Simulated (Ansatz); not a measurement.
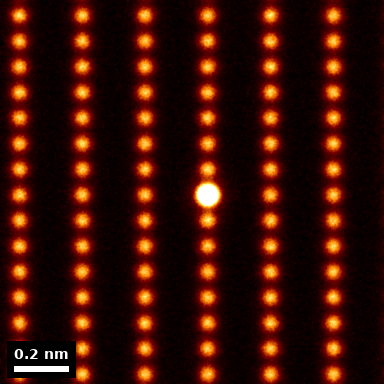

HAADF-like image of Al (Im-3m, No. 229) along [211]. Simulation: incoherent imaging, intensity Z^1.7 per atom, probe width 0.50 Å, thin sample. The probe carries 25 % of its weight in a tail 2.5 times as wide. Shot noise was added.

The sample is 2 repeats (15.9 Å) thick. One point defect was put into the perfect crystal, without relaxing the atoms around it. Brightness is counted from the darkest point of the image. Host structure: the input geometry of an electronic-structure calculation (not necessarily at equilibrium); the starting structure was generated, so it need not be a known form of this composition.

> Where is the defect (in Å from the left and the top edge), and what does its contrast suggest?

At about 8 Å from the left and 7 Å from the top. The column is brighter, which points to a heavier atom. The column holds 2 atoms (Al) through the sample, and one Al atom is replaced by In, so its peak rises to about 525 % of that of its equals.
